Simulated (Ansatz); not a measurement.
**Geometry relaxation, with input and output: C (part 1 of 2)**

- system: C (Ccce, 6 atoms in the cell)
- method: DFT PBE, scalar-relativistic, plane waves, PAW, no spin polarisation (Ansatz 0.2.0)

The structure was made by a generator, so it may or may not be a known phase. Figures and captions count atoms from 1; the log counts them from 0 in places.

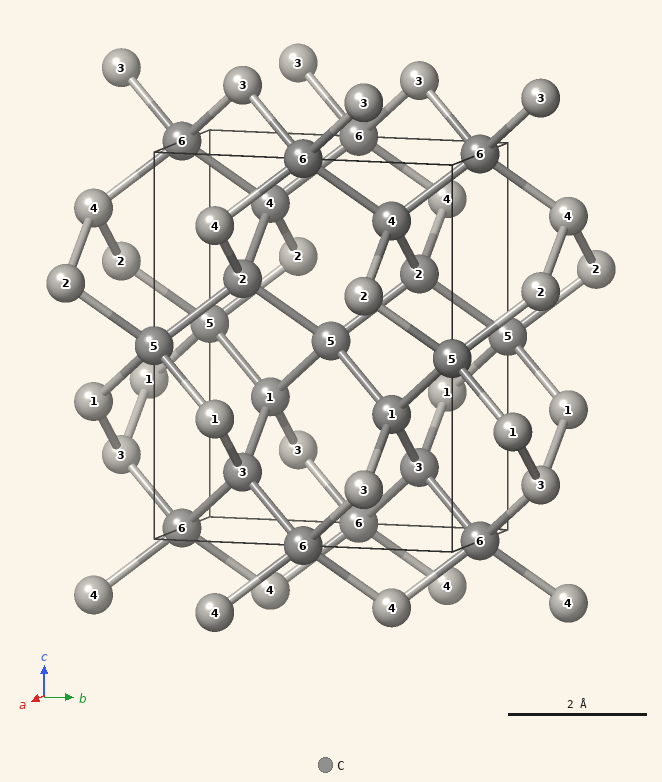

The input geometry (ball-and-stick view of the cell 2 times as large as that of the calculation, set on its symmetry axes, seen slightly off an axis; neighbours outside the cell are drawn fainter; atoms are numbered from 1 in the order of the input). Near neighbours in the crystal (not all of them lie inside the picture): C has 4 C at 1.59 to 1.61 Å.

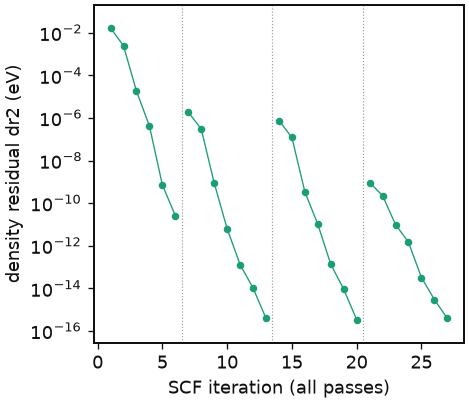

Convergence of the self-consistent field: density residual dr2 against the SCF iteration. The dotted lines part the SCF passes of the relaxation: geometry steps, rejected trials and re-solves on a re-selected basis. The passes take 6, 7, 7 and 7 iterations.

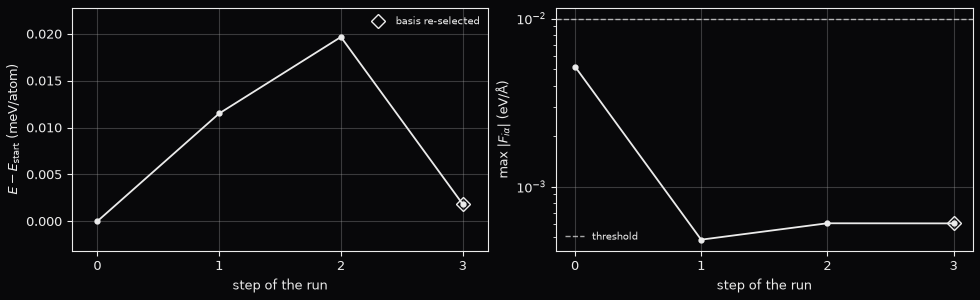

Progress of the relaxation, step by step (the first geometry is step 0 here and step 1 in the log). The energy rises by next to nothing (0.0 meV per atom) in 2 geometry steps. Largest force component: 0.0052 eV/Å at the start, 0.00061 eV/Å at the end. Pressure: 0.26 GPa at the start and 0.00 GPa at the end. No atom moves by more than 0.005 Å relative to the cell. The volume changes by +0.1 %, with a 2.578 → 2.579 Å (0.0 %), b 4.551 → 4.552 Å (0.0 %), c stays at 5.661 Å. The space group stays Ccce (No. 68). A last SCF at the same geometry on a re-selected plane-wave basis shifts the energy by next to nothing (0.0 meV per atom).

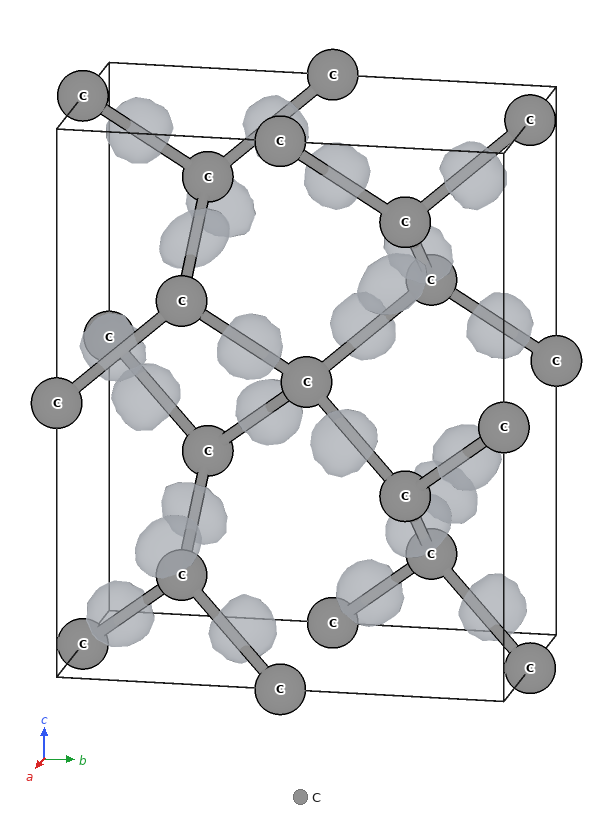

Isosurface of the electron localisation function at 0.85 (grey), seen slightly off an axis. Core shells and regions of very low density are left out. Sticks mark near contacts. The outline is the cell set on symmetry axes. Along the contacts the grid gives the following. In a PAW calculation such maps are meaningful between the atoms, not at the nuclei.

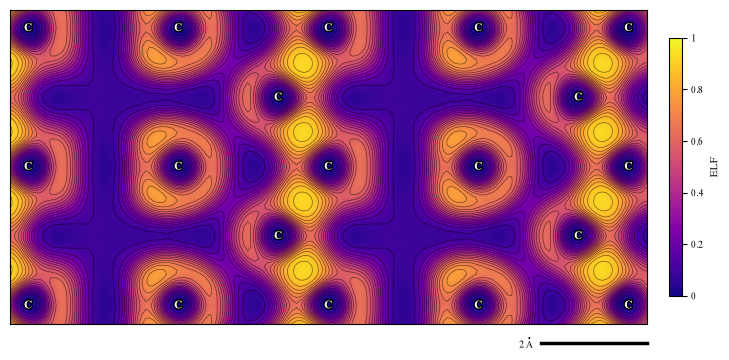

ELF on the (110) plane of the conventional cell. Atoms in the plane: C. C–C (1.61 Å): the ELF peaks at about 0.95 between the atoms (localised, shared-pair bonding).

The input that produced these results follows, with the program's output.

The input:
```yaml
crystal:
  lattice:
    - [1.2891399233, -2.2755728613, 0.0]
    - [1.2891399233, 2.2755728613, 0.0]
    - [0.0, 0.0, 5.66061245]
  atoms:
    - { symbol: C, position: [0.0, 0.5, 0.3329233737] }
    - { symbol: C, position: [0.5, 0.0, 0.6670766263] }
    - { symbol: C, position: [0.5, 0.0, 0.1670766263] }
    - { symbol: C, position: [0.0, 0.5, 0.8329233737] }
    - { symbol: C, position: [0.0, 0.0, 0.5] }
    - { symbol: C, position: [0.5, 0.5, 0.0] }
basis:
  ecutwfc: 420
kpoints:
  mp_grid: { grid: [12, 12, 6] }
hamiltonian:
  xc: pbe
scf:
  occupations: { method: gaussian, width: 0.02 }
output:
  forces: true
  stress: true
  eigenvalues: true
  write_density: true
  write_potential: true
  elf: true
  volumetric_format: npy
relax:
  adjacent_minimum: "off"
  f_tol: 0.01
  max_steps: 80
  cell: { stress_tol: 0.05 }
```

Command:
```bash
ansatz run input.yaml --threads 1 --pin off --max-ram 2560MiB --backend cpu --events-out ev --progress --plain --runs-dir out
```

What the program printed:
```
Engine: ansatz 0.2.0, aarch64-unknown-linux-gnu
Pseudopotentials: kind: paw
Pseudopotential: C, paw, valence charge 4, recommended cutoff 420 eV (normal), C.paw.azcp
Functional definition: PBE
  parameter kappa = 0.804
  parameter beta = 0.06672455060314922
  exchange = pbe_x(kappa = kappa, mu = beta*pi^2/3)
  correlation = pbe_c(beta = beta)
Crystal: 6 atoms, lattice volume = 33.211 Å³
Basis set: ecut = 420 eV, 661 PW (Γ), exchange–correlation on 36×36×80 points (8 copies of the dense FFT grid, shifted against one another)
Bands: 18, of which v1, the nominal top of the filled ones, is band 12 counted from 1 (11 counted from 0)
Symmetry: 8 space group operations
Space group: Ccce (ITA 68), of the structure as read, at distance tolerance 3.2e-5 Å
k-points: 172 of 864
Non-local potential: C, projectors of the file, l = 0: 2, l = 1: 2, l = 2: 1
PAW form: soft (Blöchl's): semilocal exchange-correlation on the pseudo side does not see the compensation charge
PAW one-centre angular grid: C, 110 points (default); XC on 64 Gauss nodes
Initial density: superposition of atomic densities (neutral atoms: chi_scale 0, normalization atom), corrected by the library's trained network
Initial wavefunctions: pseudopotential atomic-orbital guess
Functional: x = pbe(κ = 0.804, μ = 0.2195149727645171), c = pbe(β = 0.06672455060314922)
SCF iter   1: F=—  HF=-1497.115060 eV  |F-HF|=—  |Δ(HF+E_count)|=         —  Δρ=1.03e-2  dr2=1.67e-2  ethr=1.77e-3  ⟨swp⟩=6.1  Hψ=16182  notcnv=0
preconditioner: auto → none  [insulator: Δε(μ)=0.853 eV  Ē_g=15.091 eV  σ=0.020 eV  W_gap=1.00  n_scr=4 (ndim 8)  ℏωp=31.6 eV  f_vac=0.000  D(μ)=0.00/eV (n_scr^D=0)  ε∞_Penn≈5.4]
SCF iter   2: F=—  HF=-1497.110964 eV  |F-HF|=—  |Δ(HF+E_count)|=   4.10e-3  Δρ=4.36e-3  dr2=2.46e-3  ethr=6.94e-5  ⟨swp⟩=2.1  Hψ=5350  notcnv=0  defer=288
SCF iter   3: F=—  HF=-1497.110713 eV  |F-HF|=—  |Δ(HF+E_count)|=   2.51e-4  Δρ=4.88e-4  dr2=1.83e-5  ethr=1.02e-5  ⟨swp⟩=3.0  Hψ=5610  notcnv=0  defer=288
SCF iter   4: F=—  HF=-1497.110712 eV  |F-HF|=—  |Δ(HF+E_count)|=   1.35e-6  Δρ=7.00e-5  dr2=4.23e-7  ethr=7.64e-8  ⟨swp⟩=2.2  Hψ=4903  notcnv=0  defer=288
iter 5 did not close the SCF: its close was put off for the readings that it lacked (scf_convergence_deferred on its scf_iter line)
SCF iter   5: F=-1497.110712 eV  HF=-1497.110712 eV  |F-HF|=6.32e-10  |Δ(HF+E_count)|=   4.10e-7  Δρ=2.99e-6  dr2=7.15e-10  ethr=1.76e-9  ⟨swp⟩=2.6  Hψ=5010  notcnv=0  defer=288
SCF iter   6: F=-1497.110712 eV  HF=-1497.110712 eV  |F-HF|=8.64e-12  |Δ(HF+E_count)|=  6.35e-10  Δρ=3.30e-7  dr2=2.59e-11  ethr=2.98e-12  ⟨swp⟩=8.3  Hψ=16747  notcnv=0
SCF 1 converged in 6 iterations: F = -1497.110712 eV  dr2 = 2.59e-11
  greatest PAW one-centre occupation: 0.647 electrons in one spin orbital (limit 2), on the C atom at site 5 (counted from 0), in its partial waves of l = 0
relax step   1: F+E_penalty+E_count = -1497.11071243 eV  Δ(F+E_penalty+E_count) = +0.000e0 eV  max|allowed force component| = 5.184e-3 eV/Å  Δτ_max = 0.0000 Å  P = +0.263 GPa  Ω = 33.211 Å³  (6 SCF iters, accepted)
Crystal: 6 atoms, lattice volume = 33.224 Å³
Initial density: handed on by an earlier stage of this run
Initial wavefunctions: those handed on with the density
iter 1 solved again at ethr=8.53e-9 eV; its pass at ethr=3.10e-3 eV (dr2=2.05e-6 eV) is discarded
SCF iter   1: F=—  HF=-1497.110659 eV  |F-HF|=—  |Δ(HF+E_count)|=         —  Δρ=8.87e-5  dr2=1.88e-6  ethr=8.53e-9  ⟨swp⟩=2.4  Hψ=19119  notcnv=0
preconditioner: auto → none  [insulator: Δε(μ)=0.846 eV  Ē_g=15.093 eV  σ=0.020 eV  W_gap=1.00  n_scr=4 (ndim 8)  ℏωp=31.6 eV  f_vac=0.000  D(μ)=0.00/eV (n_scr^D=0)  ε∞_Penn≈5.4]
SCF iter   2: F=—  HF=-1497.110643 eV  |F-HF|=—  |Δ(HF+E_count)|=   1.55e-5  Δρ=3.63e-5  dr2=3.06e-7  ethr=7.83e-9  ⟨swp⟩=1.8  Hψ=4328  notcnv=0
iter 3 did not close the SCF: its close was put off for the readings that it lacked (scf_convergence_deferred on its scf_iter line)
SCF iter   3: F=-1497.110643 eV  HF=-1497.110643 eV  |F-HF|=8.05e-10  |Δ(HF+E_count)|=   6.96e-8  Δρ=2.79e-6  dr2=8.85e-10  ethr=1.28e-9  ⟨swp⟩=2.3  Hψ=5200  notcnv=0
iter 4 did not close the SCF: its close was put off for the readings that it lacked (scf_convergence_deferred on its scf_iter line)
SCF iter   4: F=-1497.110643 eV  HF=-1497.110643 eV  |F-HF|=6.82e-12  |Δ(HF+E_count)|=  8.04e-10  Δρ=2.43e-7  dr2=6.29e-12  ethr=3.69e-12  ⟨swp⟩=2.7  Hψ=5289  notcnv=0
iter 5 did not close the SCF: its close was put off for the readings that it lacked (scf_convergence_deferred on its scf_iter line)
SCF iter   5: F=-1497.110643 eV  HF=-1497.110643 eV  |F-HF|=4.55e-13  |Δ(HF+E_count)|=  7.73e-12  Δρ=3.11e-8  dr2=1.31e-13  ethr=1.00e-12  ⟨swp⟩=1.0  Hψ=3096  notcnv=0
iter 6 did not close the SCF: its close was put off for the readings that it lacked (scf_convergence_deferred on its scf_iter line)
SCF iter   6: F=-1497.110643 eV  HF=-1497.110643 eV  |F-HF|=4.55e-13  |Δ(HF+E_count)|=    0.00e0  Δρ=7.20e-9  dr2=1.03e-14  ethr=1.00e-12  ⟨swp⟩=1.0  Hψ=3096  notcnv=0
SCF iter   7: F=-1497.110643 eV  HF=-1497.110643 eV  |F-HF|=4.55e-13  |Δ(HF+E_count)|=    0.00e0  Δρ=1.47e-9  dr2=3.91e-16  ethr=1.00e-12  ⟨swp⟩=2.6  Hψ=9160  notcnv=0
SCF 2 converged in 7 iterations: F = -1497.110643 eV  dr2 = 3.91e-16
relax step   2: F+E_penalty+E_count = -1497.11064305 eV  Δ(F+E_penalty+E_count) = +6.939e-5 eV  max|allowed force component| = 4.852e-4 eV/Å  Δτ_max = 0.0001 Å  P = +0.101 GPa  Ω = 33.224 Å³  energy of the carried Pulay correction = -8.412e-5 eV  (7 SCF iters, dr2 threshold 2.55e-7 eV, accepted)
Crystal: 6 atoms, lattice volume = 33.232 Å³
iter 1 solved again at ethr=3.49e-9 eV; its pass at ethr=3.10e-3 eV (dr2=8.38e-7 eV) is discarded
```
